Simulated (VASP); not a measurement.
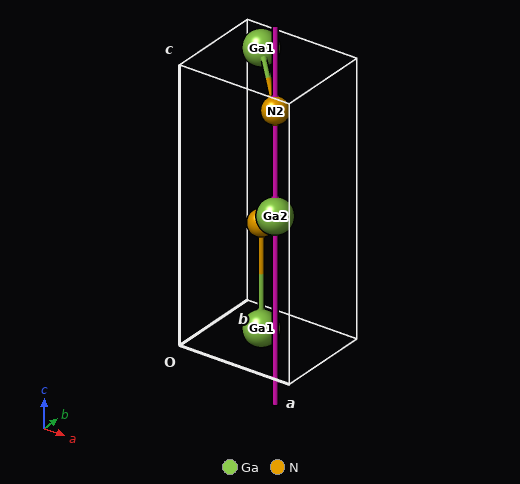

Crystal: GaN, the end point of a relaxation with VASP Kohn-Sham DFT of a periodic cell, LDA, VASP PAW LDA potentials, recommended (VASP). The coloured rod is the axis of a symmetry operation of the crystal. The drawing is computed from the coordinates (standard cell, symmetry found to 0.002 Å).

a = 3.156 Å, b = 3.156 Å, c = 5.147 Å, α = 90.00°, β = 90.00°, γ = 120.00°.

| atom | x | y | z |
| --- | --- | --- | --- |
| Ga1 | 0.3333 | 0.6667 | 0.9994 |
| Ga2 | 0.6667 | 0.3333 | 0.4994 |
| N1 | 0.3333 | 0.6667 | 0.3756 |
| N2 | 0.6667 | 0.3333 | 0.8756 |

Take the operation x, y, z → −y+1, x−y, z.

Q: What kind of operation is it, and where does it lie?

A: It is a 3-fold rotation, about the line along [0 0 1] through (2/3, 1/3, 1/2).

Q: Onto which atom does it carry each atom (up to whole multiples of a, b and c)?

A: Ga1 → Ga1, Ga2 → Ga2, N1 → N1, N2 → N2.

Q: What is the crystal's space group?

A: P6₃mc (No. 186).
